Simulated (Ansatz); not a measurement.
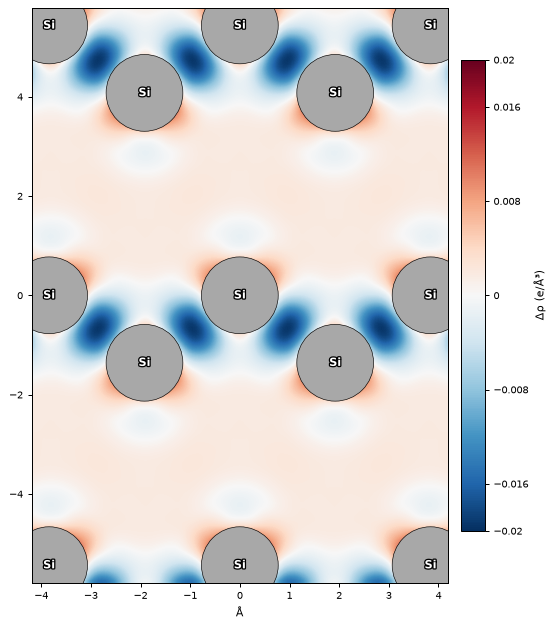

Si. Difference of the valence pseudo-densities of two functionals at the same geometry, on the (100) plane of the calculation cell: one of PBEsol and r2SCAN less the other.

Both computed with Ansatz (plane waves, PAW), on the same k-point mesh. Grey discs cover the atomic cores.

Which was subtracted from which, and what does the map show?

It is PBEsol less r2SCAN. Against r2SCAN, PBEsol gives a change of −0.019 e/Å³ at the midpoint of Si–Si.
